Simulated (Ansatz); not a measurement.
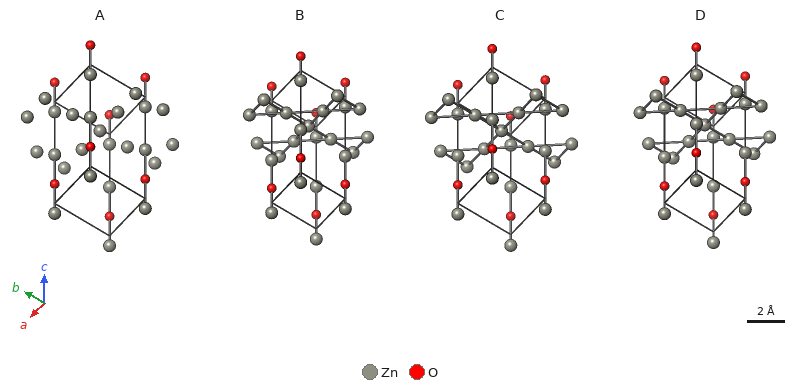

4 geometries from one relaxation of solid Zn₅O (a generated structure, set up in P6mm) (coarse preliminary run), in shuffled order. The picture is a ball-and-stick view of the cell of the calculation, seen from a free direction.

The calculation used DFT PBE, scalar-relativistic, plane waves, PAW (Ansatz 0.2.0). (plane-wave cutoff 420 eV; k-point mesh 6 × 6 × 4; occupations gaussian; smearing width 0.1 eV; no spin polarisation; cell and atoms relaxed; force threshold 0.04 eV/Å; at most 70 steps)

### Put them in the order of the run, from the start to the converged end.

B, D, C, A. They are steps 0, 2, 4, 11, at +1481 meV per atom, +329 meV per atom, +110 meV per atom relative to the last. After 9 accepted moves (11 points after the start) the energy has fallen by 1481 meV per atom. Largest force component: 13 eV/Å at the start, 0.016 eV/Å at the end. Pressure: 69.91 GPa at the start and −0.04 GPa at the end. The SCF was repeated twice at an unchanged geometry on a basis and grid sized afresh for the cell, which shifted the energy by 73.1 meV per atom at most. A Zn atom moves most relative to the cell: 0.40 Å along +c. By element the largest moves are Zn 0.40 Å, O 0.32 Å. The volume changes by +51.1 %, with a = b 4.053 → 4.990 Å (+23.1 %), c 6.217 → 6.199 Å (−0.3 %). Among the contacts that change: Zn–Zn 2.281 → 2.817 Å, Zn–Zn 2.026 → 2.495 Å, O–Zn 1.491 → 1.791 Å, O–Zn 1.721 → 1.792 Å. The space group (tolerance 0.01 Å) goes from P6mm (No. 183) to P6/mmm (No. 191). Cost: 3.5 min on 1 thread of Intel(R) Xeon(R) Processor @ 2.50GHz (Skylake/Cascade Lake), with other jobs on the host, peak memory 0.43 GiB.

Limits of the set-up: layers or molecules are held without a dispersion correction, so their spacing is unreliable.
